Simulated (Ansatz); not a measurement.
# Geometry relaxation of WS2 (part 1 of 2)

System: WS2 (6 atoms in the cell).
Method: DFT PBE, scalar-relativistic, plane waves, PAW, no spin polarisation (Ansatz 0.2.0).

The structure was made by swapping elements on the sites of another compound; it need not be a known phase. It belongs to a series of runs on one base structure; here: Se -> S on all its sites, cell and atoms relaxed.

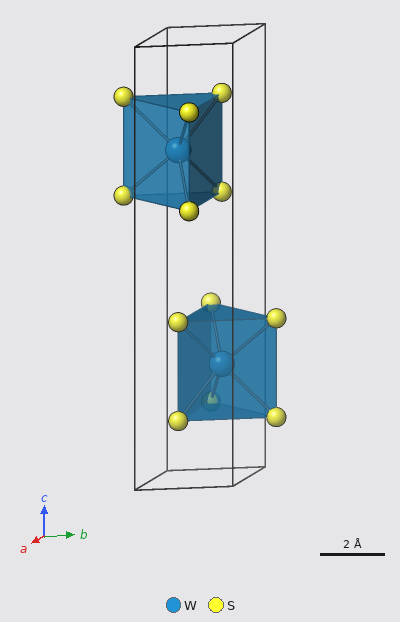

Figure 1. The structure as given in the input (polyhedral view of the cell of the calculation, seen slightly off an axis; polyhedra are completed across the faces of the cell).

Results in brief:

| quantity | value |
| --- | --- |
| outcome | converged |
| space group (tolerance 0.01 Å) | P6₃/mmc (194) |
| electrons treated | 52 |
| free energy | −24382.8829 eV |
| Fermi energy | 9.030 eV |
| gap on the k-point mesh | 1.62 eV |
| pressure | 0.02 GPa |
| final volume | 130.18 Å³ |
| largest force (length of the vector) at the end | 0.003 eV/Å |
| final cell | a = 3.188 Å, b = 3.188 Å, c = 14.792 Å, α = 90.00°, β = 90.00°, γ = 120.00° |
| hardware | 1 thread of Intel Xeon (Granite Rapids), 32 GiB of memory available, shared host |
| wall time | 48 s |
| peak memory | 0.49 GiB |

Spin–orbit coupling is left out, which matters for W.

Input:
```yaml
crystal:
  lattice:
    - [3.1528147155, 0.0, 0.0]
    - [-1.5764073577, 2.730417637, 0.0]
    - [0.0, 0.0, 14.2820145019]
  atoms:
    - { symbol: W, position: [0.6666666667, 0.3333333333, 0.75] }
    - { symbol: W, position: [0.3333333333, 0.6666666667, 0.25] }
    - { symbol: S, position: [0.3333333333, 0.6666666667, 0.861543119] }
    - { symbol: S, position: [0.6666666667, 0.3333333333, 0.361543119] }
    - { symbol: S, position: [0.3333333333, 0.6666666667, 0.638456881] }
    - { symbol: S, position: [0.6666666667, 0.3333333333, 0.138456881] }
basis:
  ecutwfc: 420
kpoints:
  mp_grid: { grid: [12, 12, 2] }
hamiltonian:
  xc: pbe
scf:
  occupations: { method: gaussian, width: 0.02 }
output:
  forces: true
  stress: true
  eigenvalues: true
  write_density: true
  write_potential: true
  elf: true
  volumetric_format: npy
relax:
  adjacent_minimum: "off"
  f_tol: 0.01
  max_steps: 60
  cell: { stress_tol: 0.1 }
```

Run as:
```bash
ansatz run input.yaml --threads 1 --pin off --max-ram 2560MiB --backend cpu --events-out ev --progress --plain --runs-dir out
```

The program's output:
```
Engine: ansatz 0.2.0, x86_64-unknown-linux-gnu
Pseudopotentials: kind: paw
Pseudopotential: W, paw, valence charge 14, recommended cutoff 420 eV (normal), W.paw.azcp
Pseudopotential: S, paw, valence charge 6, recommended cutoff 420 eV (normal), S.paw.azcp
Functional definition: PBE
  parameter kappa = 0.804
  parameter beta = 0.06672455060314922
  exchange = pbe_x(kappa = kappa, mu = beta*pi^2/3)
  correlation = pbe_c(beta = beta)
Crystal: 6 atoms, lattice volume = 122.947 Å³
Basis set: ecut = 420 eV, 2387 PW (Γ), exchange–correlation on 48×48×192 points (8 copies of the dense FFT grid, shifted against one another)
Bands: 32, of which v1, the nominal top of the filled ones, is band 26 counted from 1 (25 counted from 0)
Symmetry: 24 space group operations
Space group: P63/mmc (ITA 194), of the structure as read, at distance tolerance 5.0e-5 Å
k-points: 38 of 288
Non-local potential: W, projectors of the file, l = 0: 3, l = 1: 2, l = 2: 2, l = 3: 1
Non-local potential: S, projectors of the file, l = 0: 2, l = 1: 2, l = 2: 2
PAW form: soft (Blöchl's): semilocal exchange-correlation on the pseudo side does not see the compensation charge
PAW one-centre angular grid: W, 590 points (default); XC on 64 Gauss nodes
PAW one-centre angular grid: S, 110 points (default); XC on 64 Gauss nodes
Initial density: superposition of atomic densities (neutral atoms: chi_scale 0, normalization atom), corrected by the library's trained network
Initial wavefunctions: pseudopotential atomic-orbital guess
Functional: x = pbe(κ = 0.804, μ = 0.2195149727645171), c = pbe(β = 0.06672455060314922)
SCF iter   1: F=—  HF=-24382.850166 eV  |F-HF|=—  |Δ(HF+E_count)|=         —  Δρ=5.75e-3  dr2=6.91e-2  ethr=1.77e-3  ⟨swp⟩=7.0  Hψ=5790  notcnv=0
preconditioner: auto → Resta (q_TF=auto, 2.364 Å⁻¹)  ε∞=6.8  [insulator: Δε(μ)=1.622 eV  Ē_g=8.316 eV  σ=0.020 eV  W_gap=1.00  n_scr=28 (ndim 8)  ℏωp=20.1 eV  f_vac=0.148  D(μ)=0.00/eV (n_scr^D=0)  ε∞_Penn≈6.8]
SCF iter   2: F=—  HF=-24382.848960 eV  |F-HF|=—  |Δ(HF+E_count)|=   1.21e-3  Δρ=2.91e-3  dr2=6.18e-3  ethr=1.33e-4  ⟨swp⟩=2.7  Hψ=2069  notcnv=0  defer=61
SCF iter   3: F=—  HF=-24382.851940 eV  |F-HF|=—  |Δ(HF+E_count)|=   2.98e-3  Δρ=1.45e-3  dr2=2.18e-3  ethr=1.19e-5  ⟨swp⟩=2.2  Hψ=1745  notcnv=0  defer=61
SCF iter   4: F=—  HF=-24382.853356 eV  |F-HF|=—  |Δ(HF+E_count)|=   1.42e-3  Δρ=2.02e-4  dr2=1.08e-4  ethr=4.19e-6  ⟨swp⟩=2.0  Hψ=1825  notcnv=0  defer=61
SCF iter   5: F=—  HF=-24382.853409 eV  |F-HF|=—  |Δ(HF+E_count)|=   5.31e-5  Δρ=7.19e-5  dr2=1.52e-5  ethr=2.08e-7  ⟨swp⟩=2.0  Hψ=1823  notcnv=0  defer=61
SCF iter   6: F=—  HF=-24382.853394 eV  |F-HF|=—  |Δ(HF+E_count)|=   1.56e-5  Δρ=2.68e-5  dr2=1.34e-6  ethr=2.93e-8  ⟨swp⟩=2.0  Hψ=1700  notcnv=0  defer=61
SCF iter   7: F=-24382.853395 eV  HF=-24382.853395 eV  |F-HF|=4.44e-8  |Δ(HF+E_count)|=   1.65e-6  Δρ=4.60e-6  dr2=2.76e-8  ethr=1.92e-10  ⟨swp⟩=13.5  Hψ=10266  notcnv=0
SCF 1 converged in 7 iterations: F = -24382.853395 eV  dr2 = 2.76e-8
  greatest PAW one-centre occupation: 1.000 electrons in one spin orbital (limit 2), on the W atom at site 1 (counted from 0), in its partial waves of l = 0
relax step   1: F+E_penalty+E_count = -24382.85339532 eV  Δ(F+E_penalty+E_count) = +0.000e0 eV  max|allowed force component| = 1.891e-1 eV/Å  Δτ_max = 0.0000 Å  P = +1.059 GPa  Ω = 122.947 Å³  (7 SCF iters, dr2 threshold 1.00e-7 eV, accepted)
Crystal: 6 atoms, lattice volume = 131.643 Å³
Basis set: ecut = 420 eV, 2627 PW (Γ), exchange–correlation on 48×48×192 points (8 copies of the dense FFT grid, shifted against one another)
Initial density: handed on by an earlier stage of this run
Initial wavefunctions: those handed on with the density
iter 1 solved again at ethr=2.04e-4 eV; its pass at ethr=3.10e-3 eV (dr2=1.06e-1 eV) is discarded
SCF iter   1: F=—  HF=-24382.793657 eV  |F-HF|=—  |Δ(HF+E_count)|=         —  Δρ=5.75e-3  dr2=1.14e-1  ethr=2.04e-4  ⟨swp⟩=1.8  Hψ=7154  notcnv=0
preconditioner: auto → Resta (q_TF=auto, 2.337 Å⁻¹)  ε∞=6.6  [insulator: Δε(μ)=0.976 eV  Ē_g=8.216 eV  σ=0.020 eV  W_gap=1.00  n_scr=28 (ndim 8)  ℏωp=19.4 eV  f_vac=0.179  D(μ)=0.00/eV (n_scr^D=0)  ε∞_Penn≈6.6]
SCF iter   2: F=—  HF=-24382.774766 eV  |F-HF|=—  |Δ(HF+E_count)|=   1.89e-2  Δρ=3.35e-3  dr2=2.48e-2  ethr=2.04e-4  ⟨swp⟩=2.1  Hψ=1737  notcnv=0
SCF iter   3: F=—  HF=-24382.769589 eV  |F-HF|=—  |Δ(HF+E_count)|=   5.18e-3  Δρ=1.23e-3  dr2=8.31e-3  ethr=4.77e-5  ⟨swp⟩=2.0  Hψ=1954  notcnv=0
SCF iter   4: F=—  HF=-24382.768327 eV  |F-HF|=—  |Δ(HF+E_count)|=   1.26e-3  Δρ=4.75e-4  dr2=7.45e-4  ethr=1.60e-5  ⟨swp⟩=2.0  Hψ=1756  notcnv=0
SCF iter   5: F=—  HF=-24382.768333 eV  |F-HF|=—  |Δ(HF+E_count)|=   6.22e-6  Δρ=1.49e-4  dr2=4.49e-5  ethr=1.43e-6  ⟨swp⟩=2.1  Hψ=1883  notcnv=0
SCF iter   6: F=—  HF=-24382.768352 eV  |F-HF|=—  |Δ(HF+E_count)|=   1.88e-5  Δρ=2.80e-5  dr2=2.24e-6  ethr=8.63e-8  ⟨swp⟩=2.0  Hψ=1754  notcnv=0
SCF iter   7: F=-24382.768356 eV  HF=-24382.768356 eV  |F-HF|=3.22e-7  |Δ(HF+E_count)|=   4.21e-6  Δρ=7.80e-6  dr2=9.87e-8  ethr=1.15e-9  ⟨swp⟩=13.0  Hψ=10526  notcnv=0
SCF 2 converged in 7 iterations: F = -24382.768356 eV  dr2 = 9.87e-8
relax step   2: F+E_penalty+E_count = -24382.76835634 eV  Δ(F+E_penalty+E_count) = +8.504e-2 eV  max|allowed force component| = 4.676e-1 eV/Å  Δτ_max = 0.0736 Å  P = -1.332 GPa  Ω = 131.643 Å³  energy of the carried Pulay correction = -1.280e-3 eV  (7 SCF iters, dr2 threshold 6.00e-7 eV, rejected (line search))
Crystal: 6 atoms, lattice volume = 126.128 Å³
Basis set: ecut = 420 eV, 2459 PW (Γ), exchange–correlation on 48×48×192 points (8 copies of the dense FFT grid, shifted against one another)
iter 1 solved again at ethr=8.88e-5 eV; its pass at ethr=3.10e-3 eV (dr2=4.62e-2 eV) is discarded
SCF iter   1: F=—  HF=-24382.891870 eV  |F-HF|=—  |Δ(HF+E_count)|=         —  Δρ=3.77e-3  dr2=5.08e-2  ethr=8.88e-5  ⟨swp⟩=2.0  Hψ=7146  notcnv=0
preconditioner: auto → Resta (q_TF=auto, 2.354 Å⁻¹)  ε∞=6.7  [insulator: Δε(μ)=1.487 eV  Ē_g=8.285 eV  σ=0.020 eV  W_gap=1.00  n_scr=28 (ndim 8)  ℏωp=19.8 eV  f_vac=0.152  D(μ)=0.00/eV (n_scr^D=0)  ε∞_Penn≈6.7]
SCF iter   2: F=—  HF=-24382.883602 eV  |F-HF|=—  |Δ(HF+E_count)|=   8.27e-3  Δρ=2.23e-3  dr2=9.95e-3  ethr=8.88e-5  ⟨swp⟩=2.2  Hψ=1761  notcnv=0
SCF iter   3: F=—  HF=-24382.881496 eV  |F-HF|=—  |Δ(HF+E_count)|=   2.11e-3  Δρ=7.79e-4  dr2=3.14e-3  ethr=1.91e-5  ⟨swp⟩=2.0  Hψ=1978  notcnv=0
SCF iter   4: F=—  HF=-24382.881033 eV  |F-HF|=—  |Δ(HF+E_count)|=   4.64e-4  Δρ=3.06e-4  dr2=2.71e-4  ethr=6.03e-6  ⟨swp⟩=2.0  Hψ=1532  notcnv=0
SCF iter   5: F=—  HF=-24382.881055 eV  |F-HF|=—  |Δ(HF+E_count)|=   2.24e-5  Δρ=9.28e-5  dr2=2.05e-5  ethr=5.21e-7  ⟨swp⟩=2.0  Hψ=1876  notcnv=0
SCF iter   6: F=—  HF=-24382.880986 eV  |F-HF|=—  |Δ(HF+E_count)|=   6.86e-5  Δρ=1.76e-5  dr2=6.16e-7  ethr=3.93e-8  ⟨swp⟩=2.1  Hψ=1768  notcnv=0
SCF iter   7: F=—  HF=-24382.880988 eV  |F-HF|=—  |Δ(HF+E_count)|=   1.59e-6  Δρ=4.81e-6  dr2=3.32e-8  ethr=1.18e-9  ⟨swp⟩=2.1  Hψ=1909  notcnv=0
SCF iter   8: F=—  HF=-24382.880988 eV  |F-HF|=—  |Δ(HF+E_count)|=   1.29e-7  Δρ=1.07e-6  dr2=1.62e-9  ethr=6.38e-11  ⟨swp⟩=2.5  Hψ=2083  notcnv=0
SCF iter   9: F=-24382.880988 eV  HF=-24382.880988 eV  |F-HF|=6.55e-11  |Δ(HF+E_count)|=   4.41e-9  Δρ=2.00e-7  dr2=7.29e-11  ethr=1.00e-12  ⟨swp⟩=8.3  Hψ=7349  notcnv=0
SCF 3 converged in 9 iterations: F = -24382.880988 eV  dr2 = 7.29e-11
relax step   3: F+E_penalty+E_count = -24382.88098816 eV  Δ(F+E_penalty+E_count) = -2.759e-2 eV  max|allowed force component| = 1.544e-2 eV/Å  Δτ_max = 0.0253 Å  P = -0.143 GPa  Ω = 126.128 Å³  energy of the carried Pulay correction = -4.786e-4 eV  (9 SCF iters, accepted)
Crystal: 6 atoms, lattice volume = 126.324 Å³
iter 1 solved again at ethr=2.78e-7 eV; its pass at ethr=3.10e-3 eV (dr2=1.44e-4 eV) is discarded
SCF iter   1: F=—  HF=-24382.881347 eV  |F-HF|=—  |Δ(HF+E_count)|=         —  Δρ=3.13e-4  dr2=1.17e-4  ethr=2.78e-7  ⟨swp⟩=3.0  Hψ=6803  notcnv=0
preconditioner: auto → Resta (q_TF=auto, 2.353 Å⁻¹)  ε∞=6.7  [insulator: Δε(μ)=1.560 eV  Ē_g=8.299 eV  σ=0.020 eV  W_gap=1.00  n_scr=28 (ndim 8)  ℏωp=19.8 eV  f_vac=0.157  D(μ)=0.00/eV (n_scr^D=0)  ε∞_Penn≈6.7]
SCF iter   2: F=—  HF=-24382.881333 eV  |F-HF|=—  |Δ(HF+E_count)|=   1.40e-5  Δρ=1.54e-4  dr2=1.94e-5  ethr=2.24e-7  ⟨swp⟩=2.3  Hψ=1596  notcnv=0
SCF iter   3: F=—  HF=-24382.881253 eV  |F-HF|=—  |Δ(HF+E_count)|=   8.03e-5  Δρ=7.50e-5  dr2=5.64e-6  ethr=3.72e-8  ⟨swp⟩=2.3  Hψ=1761  notcnv=0
SCF iter   4: F=—  HF=-24382.881253 eV  |F-HF|=—  |Δ(HF+E_count)|=   3.14e-7  Δρ=1.12e-5  dr2=4.62e-7  ethr=1.09e-8  ⟨swp⟩=2.6  Hψ=1944  notcnv=0
SCF iter   5: F=-24382.881253 eV  HF=-24382.881253 eV  |F-HF|=1.59e-8  |Δ(HF+E_count)|=   2.08e-7  Δρ=2.95e-6  dr2=3.84e-8  ethr=1.95e-10  ⟨swp⟩=10.8  Hψ=9086  notcnv=0
SCF 4 converged in 5 iterations: F = -24382.881253 eV  dr2 = 3.84e-8
relax step   4: F+E_penalty+E_count = -24382.88125322 eV  Δ(F+E_penalty+E_count) = -2.651e-4 eV  max|allowed force component| = 5.357e-3 eV/Å  Δτ_max = 0.0040 Å  P = -0.012 GPa  Ω = 126.324 Å³  energy of the carried Pulay correction = -5.077e-4 eV  (5 SCF iters, dr2 threshold 1.01e-7 eV, accepted)
Crystal: 6 atoms, lattice volume = 127.214 Å³
Basis set: ecut = 420 eV, 2497 PW (Γ), exchange–correlation on 48×48×192 points (8 copies of the dense FFT grid, shifted against one another)
iter 1 solved again at ethr=1.73e-6 eV; its pass at ethr=3.10e-3 eV (dr2=9.02e-4 eV) is discarded
SCF iter   1: F=—  HF=-24382.881715 eV  |F-HF|=—  |Δ(HF+E_count)|=         —  Δρ=9.68e-4  dr2=8.71e-4  ethr=1.73e-6  ⟨swp⟩=3.0  Hψ=7181  notcnv=0
preconditioner: auto → Resta (q_TF=auto, 2.350 Å⁻¹)  ε∞=6.7  [insulator: Δε(μ)=1.585 eV  Ē_g=8.304 eV  σ=0.020 eV  W_gap=1.00  n_scr=28 (ndim 8)  ℏωp=19.8 eV  f_vac=0.164  D(μ)=0.00/eV (n_scr^D=0)  ε∞_Penn≈6.7]
SCF iter   2: F=—  HF=-24382.881587 eV  |F-HF|=—  |Δ(HF+E_count)|=   1.28e-4  Δρ=4.99e-4  dr2=2.46e-4  ethr=1.67e-6  ⟨swp⟩=2.0  Hψ=1443  notcnv=0
SCF iter   3: F=—  HF=-24382.881571 eV  |F-HF|=—  |Δ(HF+E_count)|=   1.62e-5  Δρ=1.84e-4  dr2=6.03e-5  ethr=4.72e-7  ⟨swp⟩=2.1  Hψ=1595  notcnv=0
SCF iter   4: F=—  HF=-24382.881544 eV  |F-HF|=—  |Δ(HF+E_count)|=   2.67e-5  Δρ=5.04e-5  dr2=8.05e-6  ethr=1.16e-7  ⟨swp⟩=2.6  Hψ=1865  notcnv=0
SCF iter   5: F=—  HF=-24382.881550 eV  |F-HF|=—  |Δ(HF+E_count)|=   5.93e-6  Δρ=1.21e-5  dr2=6.18e-7  ethr=1.55e-8  ⟨swp⟩=2.0  Hψ=1640  notcnv=0
SCF iter   6: F=—  HF=-24382.881548 eV  |F-HF|=—  |Δ(HF+E_count)|=   1.87e-6  Δρ=3.54e-6  dr2=2.06e-8  ethr=1.19e-9  ⟨swp⟩=2.0  Hψ=1795  notcnv=0
SCF iter   7: F=—  HF=-24382.881548 eV  |F-HF|=—  |Δ(HF+E_count)|=   4.01e-8  Δρ=8.77e-7  dr2=1.47e-9  ethr=3.96e-11  ⟨swp⟩=2.2  Hψ=1921  notcnv=0
SCF iter   8: F=-24382.881548 eV  HF=-24382.881548 eV  |F-HF|=4.73e-11  |Δ(HF+E_count)|=   2.95e-9  Δρ=1.35e-7  dr2=2.89e-11  ethr=1.00e-12  ⟨swp⟩=7.9  Hψ=7008  notcnv=0
SCF 5 converged in 8 iterations: F = -24382.881548 eV  dr2 = 2.89e-11
relax step   5: F+E_penalty+E_count = -24382.88154822 eV  Δ(F+E_penalty+E_count) = -2.950e-4 eV  max|allowed force component| = 1.522e-2 eV/Å  Δτ_max = 0.0132 Å  P = +0.167 GPa  Ω = 127.214 Å³  energy of the carried Pulay correction = -6.393e-4 eV  (8 SCF iters, accepted)
Crystal: 6 atoms, lattice volume = 128.301 Å³
Basis set: ecut = 420 eV, 2509 PW (Γ), exchange–correlation on 48×48×192 points (8 copies of the dense FFT grid, shifted against one another)
iter 1 solved again at ethr=1.73e-6 eV; its pass at ethr=3.10e-3 eV (dr2=9.00e-4 eV) is discarded
SCF iter   1: F=—  HF=-24382.881832 eV  |F-HF|=—  |Δ(HF+E_count)|=         —  Δρ=1.00e-3  dr2=9.28e-4  ethr=1.73e-6  ⟨swp⟩=2.9  Hψ=7364  notcnv=0
preconditioner: auto → Resta (q_TF=auto, 2.347 Å⁻¹)  ε∞=6.6  [insulator: Δε(μ)=1.604 eV  Ē_g=8.306 eV  σ=0.020 eV  W_gap=1.00  n_scr=28 (ndim 8)  ℏωp=19.7 eV  f_vac=0.171  D(μ)=0.00/eV (n_scr^D=0)  ε∞_Penn≈6.6]
SCF iter   2: F=—  HF=-24382.881691 eV  |F-HF|=—  |Δ(HF+E_count)|=   1.41e-4  Δρ=5.33e-4  dr2=3.12e-4  ethr=1.73e-6  ⟨swp⟩=1.5  Hψ=1263  notcnv=0
SCF iter   3: F=—  HF=-24382.881667 eV  |F-HF|=—  |Δ(HF+E_count)|=   2.40e-5  Δρ=1.70e-4  dr2=6.78e-5  ethr=5.99e-7  ⟨swp⟩=2.0  Hψ=1704  notcnv=0
SCF iter   4: F=—  HF=-24382.881683 eV  |F-HF|=—  |Δ(HF+E_count)|=   1.60e-5  Δρ=5.92e-5  dr2=1.12e-5  ethr=1.30e-7  ⟨swp⟩=2.2  Hψ=1641  notcnv=0
SCF iter   5: F=—  HF=-24382.881686 eV  |F-HF|=—  |Δ(HF+E_count)|=   2.96e-6  Δρ=1.46e-5  dr2=9.45e-7  ethr=2.15e-8  ⟨swp⟩=2.1  Hψ=1708  notcnv=0
SCF iter   6: F=—  HF=-24382.881687 eV  |F-HF|=—  |Δ(HF+E_count)|=   6.76e-7  Δρ=1.00e-5  dr2=1.65e-7  ethr=1.82e-9  ⟨swp⟩=2.1  Hψ=1900  notcnv=0
SCF iter   7: F=-24382.881687 eV  HF=-24382.881687 eV  |F-HF|=6.75e-9  |Δ(HF+E_count)|=   2.00e-9  Δρ=1.32e-6  dr2=3.29e-9  ethr=1.60e-10  ⟨swp⟩=9.7  Hψ=8271  notcnv=0
SCF 6 converged in 7 iterations: F = -24382.881687 eV  dr2 = 3.29e-9
relax step   6: F+E_penalty+E_count = -24382.88168665 eV  Δ(F+E_penalty+E_count) = -1.384e-4 eV  max|allowed force component| = 2.144e-2 eV/Å  Δτ_max = 0.0137 Å  P = +0.201 GPa  Ω = 128.301 Å³  energy of the carried Pulay correction = -7.987e-4 eV  (7 SCF iters, dr2 threshold 8.32e-8 eV, accepted)
Crystal: 6 atoms, lattice volume = 129.168 Å³
Basis set: ecut = 420 eV, 2569 PW (Γ), exchange–correlation on 48×48×192 points (8 copies of the dense FFT grid, shifted against one another)
iter 1 solved again at ethr=9.26e-7 eV; its pass at ethr=3.10e-3 eV (dr2=4.82e-4 eV) is discarded
SCF iter   1: F=—  HF=-24382.881858 eV  |F-HF|=—  |Δ(HF+E_count)|=         —  Δρ=6.55e-4  dr2=4.60e-4  ethr=9.26e-7  ⟨swp⟩=3.1  Hψ=7104  notcnv=0
preconditioner: auto → Resta (q_TF=auto, 2.344 Å⁻¹)  ε∞=6.6  [insulator: Δε(μ)=1.613 eV  Ē_g=8.301 eV  σ=0.020 eV  W_gap=1.00  n_scr=28 (ndim 8)  ℏωp=19.6 eV  f_vac=0.176  D(μ)=0.00/eV (n_scr^D=0)  ε∞_Penn≈6.6]
SCF iter   2: F=—  HF=-24382.881786 eV  |F-HF|=—  |Δ(HF+E_count)|=   7.19e-5  Δρ=3.58e-4  dr2=1.61e-4  ethr=8.84e-7  ⟨swp⟩=1.0  Hψ=1216  notcnv=0
SCF iter   3: F=—  HF=-24382.881765 eV  |F-HF|=—  |Δ(HF+E_count)|=   2.04e-5  Δρ=7.47e-5  dr2=1.39e-5  ethr=3.10e-7  ⟨swp⟩=2.0  Hψ=1724  notcnv=0
SCF iter   4: F=—  HF=-24382.881800 eV  |F-HF|=—  |Δ(HF+E_count)|=   3.46e-5  Δρ=4.47e-5  dr2=1.03e-5  ethr=2.67e-8  ⟨swp⟩=2.0  Hψ=1816  notcnv=0
SCF iter   5: F=—  HF=-24382.881800 eV  |F-HF|=—  |Δ(HF+E_count)|=   8.86e-8  Δρ=1.46e-5  dr2=4.42e-7  ethr=1.98e-8  ⟨swp⟩=2.0  Hψ=1554  notcnv=0
SCF iter   6: F=-24382.881800 eV  HF=-24382.881800 eV  |F-HF|=6.96e-9  |Δ(HF+E_count)|=   3.15e-7  Δρ=6.95e-6  dr2=7.39e-8  ethr=2.02e-10  ⟨swp⟩=11.2  Hψ=9477  notcnv=0
SCF 7 converged in 6 iterations: F = -24382.881800 eV  dr2 = 7.39e-8
relax step   7: F+E_penalty+E_count = -24382.88180018 eV  Δ(F+E_penalty+E_count) = -1.135e-4 eV  max|allowed force component| = 4.429e-3 eV/Å  Δτ_max = 0.0088 Å  P = +0.060 GPa  Ω = 129.168 Å³  energy of the carried Pulay correction = -9.248e-4 eV  (6 SCF iters, dr2 threshold 1.05e-7 eV, accepted)
Crystal: 6 atoms, lattice volume = 130.177 Å³
Basis set: ecut = 420 eV, 2581 PW (Γ), exchange–correlation on 48×48×192 points (8 copies of the dense FFT grid, shifted against one another)
iter 1 solved again at ethr=1.29e-6 eV; its pass at ethr=3.10e-3 eV (dr2=6.71e-4 eV) is discarded
SCF iter   1: F=—  HF=-24382.881850 eV  |F-HF|=—  |Δ(HF+E_count)|=         —  Δρ=8.31e-4  dr2=6.81e-4  ethr=1.29e-6  ⟨swp⟩=3.2  Hψ=7186  notcnv=0
preconditioner: auto → Resta (q_TF=auto, 2.341 Å⁻¹)  ε∞=6.5  [insulator: Δε(μ)=1.620 eV  Ē_g=8.298 eV  σ=0.020 eV  W_gap=1.00  n_scr=28 (ndim 8)  ℏωp=19.5 eV  f_vac=0.181  D(μ)=0.00/eV (n_scr^D=0)  ε∞_Penn≈6.5]
SCF iter   2: F=—  HF=-24382.881744 eV  |F-HF|=—  |Δ(HF+E_count)|=   1.06e-4  Δρ=4.47e-4  dr2=2.40e-4  ethr=1.29e-6  ⟨swp⟩=1.1  Hψ=1240  notcnv=0
SCF iter   3: F=—  HF=-24382.881720 eV  |F-HF|=—  |Δ(HF+E_count)|=   2.38e-5  Δρ=1.28e-4  dr2=4.24e-5  ethr=4.62e-7  ⟨swp⟩=2.0  Hψ=1701  notcnv=0
SCF iter   4: F=—  HF=-24382.881738 eV  |F-HF|=—  |Δ(HF+E_count)|=   1.75e-5  Δρ=5.04e-5  dr2=9.73e-6  ethr=8.16e-8  ⟨swp⟩=2.1  Hψ=1693  notcnv=0
SCF iter   5: F=—  HF=-24382.881739 eV  |F-HF|=—  |Δ(HF+E_count)|=   1.35e-6  Δρ=1.27e-5  dr2=8.92e-7  ethr=1.87e-8  ⟨swp⟩=2.1  Hψ=1674  notcnv=0
SCF iter   6: F=—  HF=-24382.881739 eV  |F-HF|=—  |Δ(HF+E_count)|=   4.14e-7  Δρ=4.71e-6  dr2=4.61e-8  ethr=1.72e-9  ⟨swp⟩=2.0  Hψ=1761  notcnv=0
SCF iter   7: F=—  HF=-24382.881740 eV  |F-HF|=—  |Δ(HF+E_count)|=   3.74e-8  Δρ=9.55e-7  dr2=1.87e-9  ethr=8.86e-11  ⟨swp⟩=2.1  Hψ=1904  notcnv=0
SCF iter   8: F=-24382.881740 eV  HF=-24382.881740 eV  |F-HF|=5.82e-11  |Δ(HF+E_count)|=   4.01e-9  Δρ=1.66e-7  dr2=4.73e-11  ethr=1.00e-12  ⟨swp⟩=8.1  Hψ=7074  notcnv=0
SCF 8 converged in 8 iterations: F = -24382.881740 eV  dr2 = 4.73e-11
```
